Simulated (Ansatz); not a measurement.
**Geometry relaxation of Ga$_{5}$N (part 1 of 2)**

Ga$_{5}$N (F-43m, 6 atoms in the cell), computed with DFT PBE, scalar-relativistic, plane waves, PAW, no spin polarisation (Ansatz 0.2.0).

The structure was made by a generator, so it may or may not be a known phase.

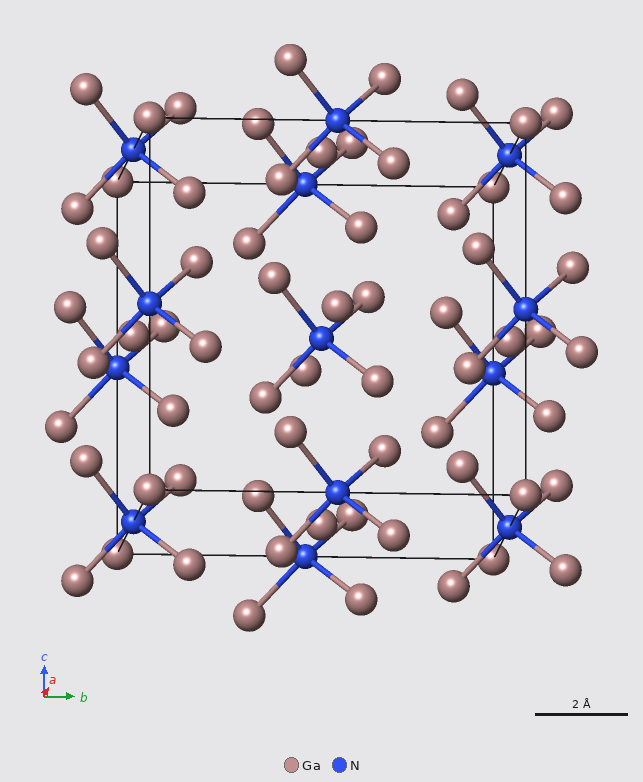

**Figure 1.** The starting structure (ball-and-stick view of the cell 4 times as large as that of the calculation, set on its symmetry axes, seen at an oblique angle). An atom can appear more than once, as a periodic image.

The input
```yaml
crystal:
  lattice:
    - [0.0, 4.1420905653, 4.1420905653]
    - [4.1420905653, 0.0, 4.1420905653]
    - [4.1420905653, 4.1420905653, 0.0]
  atoms:
    - { symbol: Ga, position: [0.6370202, 0.0889394, 0.6370202] }
    - { symbol: Ga, position: [0.6370202, 0.6370202, 0.6370202] }
    - { symbol: Ga, position: [0.0889394, 0.6370202, 0.6370202] }
    - { symbol: Ga, position: [0.6370202, 0.6370202, 0.0889394] }
    - { symbol: Ga, position: [0.0, 0.0, 0.0] }
    - { symbol: "N", position: [0.5, 0.5, 0.5] }
basis:
  ecutwfc: 420
kpoints:
  mp_grid: { grid: [8, 8, 8] }
hamiltonian:
  xc: pbe
scf:
  occupations: { method: gaussian, width: 0.1 }
output:
  forces: true
  stress: true
  eigenvalues: true
  write_density: true
  write_potential: true
  elf: true
  volumetric_format: npy
relax:
  adjacent_minimum: "off"
  f_tol: 0.01
  max_steps: 80
  cell: { stress_tol: 0.05 }
```

Machine: 1 thread of Intel Xeon @ 2.50GHz (Skylake/Cascade Lake), 189 GiB of memory available, shared host.

Launched with:
```bash
ansatz run input.yaml --threads 1 --pin off --max-ram 2560MiB --backend cpu --events-out ev --progress --plain --runs-dir out
```

The program's output
```
Engine: ansatz 0.2.0, x86_64-unknown-linux-gnu
Pseudopotentials: kind: paw
Pseudopotential: Ga, paw, valence charge 13, recommended cutoff 420 eV (normal), Ga.paw.azcp
Pseudopotential: N, paw, valence charge 5, recommended cutoff 420 eV (normal), N.paw.azcp
Functional definition: PBE
  parameter kappa = 0.804
  parameter beta = 0.06672455060314922
  exchange = pbe_x(kappa = kappa, mu = beta*pi^2/3)
  correlation = pbe_c(beta = beta)
Crystal: 6 atoms, lattice volume = 142.131 Å³
Basis set: ecut = 420 eV, 2733 PW (Γ), exchange–correlation on 80×80×80 points (8 copies of the dense FFT grid, shifted against one another)
Bands: 42, of which v1, the nominal top of the filled ones, is band 35 counted from 1 (34 counted from 0)
Symmetry: 24 space group operations
Space group: F-43m (ITA 216), of the structure as read, at distance tolerance 5.2e-5 Å
k-points: 29 of 512 (time reversal used)
Non-local potential: Ga, projectors of the file, l = 0: 2, l = 1: 2, l = 2: 3, l = 3: 1
Non-local potential: N, projectors of the file, l = 0: 2, l = 1: 2, l = 2: 1
PAW form: soft (Blöchl's): semilocal exchange-correlation on the pseudo side does not see the compensation charge
PAW one-centre angular grid: Ga, 590 points (default); XC on 64 Gauss nodes
PAW one-centre angular grid: N, 110 points (default); XC on 64 Gauss nodes
Initial density: superposition of atomic densities (neutral atoms: chi_scale 0, normalization atom), corrected by the library's trained network
Initial wavefunctions: pseudopotential atomic-orbital guess
Functional: x = pbe(κ = 0.804, μ = 0.2195149727645171), c = pbe(β = 0.06672455060314922)
SCF iter   1: F=—  HF=-19297.041869 eV  |F-HF|=—  |Δ(HF+E_count)|=         —  Δρ=2.75e-3  dr2=8.09e-3  ethr=1.77e-3  ⟨swp⟩=5.7  Hψ=4212  notcnv=0
preconditioner: auto → LDOS  [metal: Δε(μ)=0.018 eV  Ē_g=14.792 eV  σ=0.100 eV  W_gap=0.10  n_scr=26 (ndim 8)  ℏωp=26.1 eV  f_vac=0.116  D(μ)=2.74/eV (n_scr^D=14)  β→1.0]
SCF iter   2: F=—  HF=-19297.047363 eV  |F-HF|=—  |Δ(HF+E_count)|=   5.49e-3  Δρ=9.91e-4  dr2=9.93e-4  ethr=1.16e-5  ⟨swp⟩=2.0  Hψ=2542  notcnv=0  defer=5
SCF iter   3: F=—  HF=-19297.048057 eV  |F-HF|=—  |Δ(HF+E_count)|=   6.94e-4  Δρ=9.29e-4  dr2=7.64e-4  ethr=1.42e-6  ⟨swp⟩=2.0  Hψ=2186  notcnv=0  defer=5
SCF iter   4: F=—  HF=-19297.047326 eV  |F-HF|=—  |Δ(HF+E_count)|=   7.31e-4  Δρ=1.50e-4  dr2=3.65e-5  ethr=1.09e-6  ⟨swp⟩=2.0  Hψ=2184  notcnv=0  defer=5
SCF iter   5: F=—  HF=-19297.047350 eV  |F-HF|=—  |Δ(HF+E_count)|=   2.37e-5  Δρ=4.18e-5  dr2=4.61e-6  ethr=5.22e-8  ⟨swp⟩=2.0  Hψ=2161  notcnv=0  defer=5
SCF iter   6: F=—  HF=-19297.047350 eV  |F-HF|=—  |Δ(HF+E_count)|=   4.71e-7  Δρ=1.22e-5  dr2=3.36e-7  ethr=6.59e-9  ⟨swp⟩=2.0  Hψ=2177  notcnv=0  defer=5
SCF iter   7: F=-19297.047350 eV  HF=-19297.047350 eV  |F-HF|=2.70e-8  |Δ(HF+E_count)|=   2.74e-7  Δρ=3.54e-6  dr2=2.76e-8  ethr=1.43e-10  ⟨swp⟩=12.8  Hψ=8516  notcnv=0
SCF 1 converged in 7 iterations: F = -19297.047350 eV  dr2 = 2.76e-8
  greatest PAW one-centre occupation: 0.995 electrons in one spin orbital (limit 2), on the Ga atom at site 4 (counted from 0), in its partial waves of l = 2
relax step   1: F+E_penalty+E_count = -19297.04735032 eV  Δ(F+E_penalty+E_count) = +0.000e0 eV  max|allowed force component| = 6.113e-3 eV/Å  Δτ_max = 0.0000 Å  P = -0.137 GPa  Ω = 142.131 Å³  (7 SCF iters, dr2 threshold 1.00e-7 eV, accepted)
Crystal: 6 atoms, lattice volume = 141.882 Å³
Initial density: handed on by an earlier stage of this run
Initial wavefunctions: those handed on with the density
iter 1 solved again at ethr=2.75e-8 eV; its pass at ethr=3.10e-3 eV (dr2=1.93e-5 eV) is discarded
SCF iter   1: F=—  HF=-19297.047660 eV  |F-HF|=—  |Δ(HF+E_count)|=         —  Δρ=9.85e-5  dr2=1.99e-5  ethr=2.75e-8  ⟨swp⟩=2.0  Hψ=5296  notcnv=0
preconditioner: auto → LDOS  [metal: Δε(μ)=0.017 eV  Ē_g=14.782 eV  σ=0.100 eV  W_gap=0.10  n_scr=26 (ndim 8)  ℏωp=26.1 eV  f_vac=0.115  D(μ)=2.71/eV (n_scr^D=14)  β→1.0]
SCF iter   2: F=—  HF=-19297.047660 eV  |F-HF|=—  |Δ(HF+E_count)|=   4.26e-7  Δρ=6.74e-5  dr2=8.48e-6  ethr=2.75e-8  ⟨swp⟩=2.0  Hψ=2237  notcnv=0
SCF iter   3: F=—  HF=-19297.047657 eV  |F-HF|=—  |Δ(HF+E_count)|=   2.56e-6  Δρ=9.93e-6  dr2=2.36e-7  ethr=1.21e-8  ⟨swp⟩=2.0  Hψ=2235  notcnv=0
SCF iter   4: F=—  HF=-19297.047657 eV  |F-HF|=—  |Δ(HF+E_count)|=   1.02e-8  Δρ=7.00e-6  dr2=5.00e-8  ethr=6.66e-11  ⟨swp⟩=9.0  Hψ=9109  notcnv=0
SCF iter   5: F=-19297.047657 eV  HF=-19297.047657 eV  |F-HF|=1.22e-9  |Δ(HF+E_count)|=   3.30e-8  Δρ=1.68e-6  dr2=4.90e-9  ethr=6.66e-11  ⟨swp⟩=7.2  Hψ=7461  notcnv=0
SCF 2 converged in 5 iterations: F = -19297.047657 eV  dr2 = 4.90e-9
relax step   2: F+E_penalty+E_count = -19297.04765738 eV  Δ(F+E_penalty+E_count) = -3.071e-4 eV  max|allowed force component| = 4.981e-3 eV/Å  Δτ_max = 0.0001 Å  P = -0.064 GPa  Ω = 141.882 Å³  energy of the carried Pulay correction = +1.566e-4 eV  (5 SCF iters, dr2 threshold 4.66e-8 eV, accepted)
Crystal: 6 atoms, lattice volume = 141.678 Å³
iter 1 solved again at ethr=3.29e-8 eV; its pass at ethr=3.10e-3 eV (dr2=2.31e-5 eV) is discarded
SCF iter   1: F=—  HF=-19297.047833 eV  |F-HF|=—  |Δ(HF+E_count)|=         —  Δρ=1.21e-4  dr2=2.35e-5  ethr=3.29e-8  ⟨swp⟩=2.0  Hψ=5299  notcnv=0
preconditioner: auto → LDOS  [metal: Δε(μ)=0.018 eV  Ē_g=14.787 eV  σ=0.100 eV  W_gap=0.10  n_scr=26 (ndim 8)  ℏωp=26.1 eV  f_vac=0.115  D(μ)=2.71/eV (n_scr^D=14)  β→1.0]
SCF iter   2: F=—  HF=-19297.047833 eV  |F-HF|=—  |Δ(HF+E_count)|=   2.10e-9  Δρ=6.73e-5  dr2=6.58e-6  ethr=3.29e-8  ⟨swp⟩=2.0  Hψ=2237  notcnv=0
SCF iter   3: F=—  HF=-19297.047829 eV  |F-HF|=—  |Δ(HF+E_count)|=   3.48e-6  Δρ=9.47e-6  dr2=2.60e-7  ethr=9.40e-9  ⟨swp⟩=2.0  Hψ=2235  notcnv=0
SCF iter   4: F=—  HF=-19297.047829 eV  |F-HF|=—  |Δ(HF+E_count)|=   3.87e-8  Δρ=4.89e-6  dr2=2.99e-8  ethr=3.71e-10  ⟨swp⟩=2.0  Hψ=2237  notcnv=0
SCF iter   5: F=-19297.047829 eV  HF=-19297.047829 eV  |F-HF|=8.62e-9  |Δ(HF+E_count)|=   1.69e-9  Δρ=2.39e-6  dr2=7.29e-9  ethr=1.48e-11  ⟨swp⟩=7.0  Hψ=7443  notcnv=0
SCF 3 converged in 5 iterations: F = -19297.047829 eV  dr2 = 7.29e-9
relax step   3: F+E_penalty+E_count = -19297.04782900 eV  Δ(F+E_penalty+E_count) = -1.716e-4 eV  max|allowed force component| = 2.193e-3 eV/Å  Δτ_max = 0.0003 Å  P = +0.002 GPa  Ω = 141.678 Å³  energy of the carried Pulay correction = +2.854e-4 eV  (5 SCF iters, dr2 threshold 1.03e-8 eV, accepted)
Initial wavefunctions: pseudopotential atomic-orbital guess (no wavefunctions were taken with the density)
iter 1 solved again at ethr=4.97e-8 eV; its pass at ethr=3.10e-3 eV (dr2=3.48e-5 eV) is discarded
SCF iter   1: F=—  HF=-19297.047527 eV  |F-HF|=—  |Δ(HF+E_count)|=         —  Δρ=9.10e-6  dr2=3.40e-8  ethr=4.97e-8  ⟨swp⟩=3.7  Hψ=7713  notcnv=0
preconditioner: auto → LDOS  [metal: Δε(μ)=0.019 eV  Ē_g=14.787 eV  σ=0.100 eV  W_gap=0.10  n_scr=26 (ndim 8)  ℏωp=26.1 eV  f_vac=0.115  D(μ)=2.71/eV (n_scr^D=14)  β→1.0]
SCF iter   2: F=—  HF=-19297.047529 eV  |F-HF|=—  |Δ(HF+E_count)|=   2.44e-6  Δρ=2.61e-6  dr2=7.56e-9  ethr=4.86e-11  ⟨swp⟩=2.6  Hψ=2265  notcnv=0
SCF iter   3: F=—  HF=-19297.047529 eV  |F-HF|=—  |Δ(HF+E_count)|=  9.79e-10  Δρ=1.35e-6  dr2=1.67e-9  ethr=1.08e-11  ⟨swp⟩=2.0  Hψ=2234  notcnv=0
SCF iter   4: F=—  HF=-19297.047529 eV  |F-HF|=—  |Δ(HF+E_count)|=   1.51e-9  Δρ=3.24e-7  dr2=1.35e-10  ethr=2.39e-12  ⟨swp⟩=2.0  Hψ=2203  notcnv=0
SCF iter   5: F=-19297.047529 eV  HF=-19297.047529 eV  |F-HF|=0.00e0  |Δ(HF+E_count)|=  1.09e-11  Δρ=7.86e-8  dr2=1.35e-11  ethr=1.00e-12  ⟨swp⟩=6.4  Hψ=5745  notcnv=0
SCF 4 converged in 5 iterations: F = -19297.047529 eV  dr2 = 1.35e-11
relax step   4: F+E_penalty+E_count = -19297.04752929 eV  Δ(F+E_penalty+E_count) = +2.997e-4 eV  max|allowed force component| = 2.202e-3 eV/Å  Δτ_max = 0.0000 Å  P = +0.000 GPa  Ω = 141.678 Å³  stress off target by 9.25e-5 GPa  SCF on the basis re-selected at this cell (its energy is not comparable with the rows above)  (5 SCF iters)
```

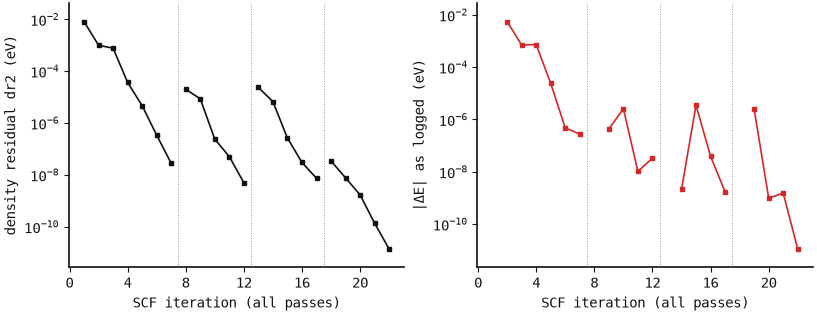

**Figure 2.** Convergence of the self-consistent field: density residual dr2 and size of the energy change against the SCF iteration. The dotted lines part the SCF passes of the relaxation: geometry steps, rejected trials and re-solves on a re-selected basis. The passes take 7, 5, 5 and 5 iterations.

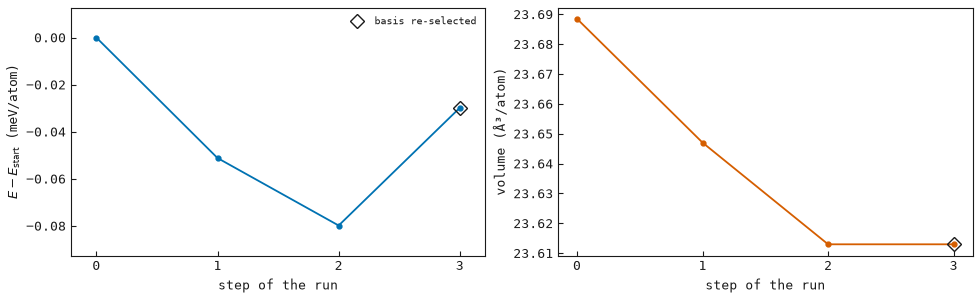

**Figure 3.** Progress of the relaxation, step by step (the first geometry is step 0 here and step 1 in the log). The energy falls by 0.1 meV per atom in 2 geometry steps. The largest force component goes from 0.0061 to 0.0022 eV/Å. The pressure goes from −0.14 to 0.00 GPa. No atom moves by more than 0.005 Å relative to the cell. The volume changes by −0.3 %, with a = b = c 8.284 → 8.275 Å (−0.1 %). The space group stays F-43m (No. 216). A last SCF at the same geometry on a re-selected plane-wave basis shifts the energy by +0.0 meV per atom.

```
basis re-selected at this cell: Δ(F+E_penalty+E_count) = +2.997e-4 eV, ΔP = -0.002 GPa vs the last step (what re-selecting the basis moved, of the pressure what is left beyond the Pulay correction that the steps carried, after the strain that the cell walked since its last selection, with what the two solves' SCF thresholds leave and, on support functions, any second-order correction that the steps lacked; it is no measure of the basis error at this ecutwfc). This SCF's stress stands 9.25e-5 GPa from its target on what of the cell is left free (relax.cell.stress_tol is 5.00e-2 GPa) and its largest allowed force component is 2.20e-3 eV/Å (relax.f_tol is 1.00e-2 eV/Å): within both
SCF converged after 5 iterations
Free energy (F): -19297.047529 eV
Harris-Foulkes:  -19297.047529 eV  (|F-HF|=0.00e0)
Internal energy: -19297.033984 eV  (E = F + TS)
E sigma→0 (E₀):  -19297.040757 eV
Entropy (-TS):   -0.013545 eV (-2.258 meV/atom)
Fermi energy:    6.057307 eV
```
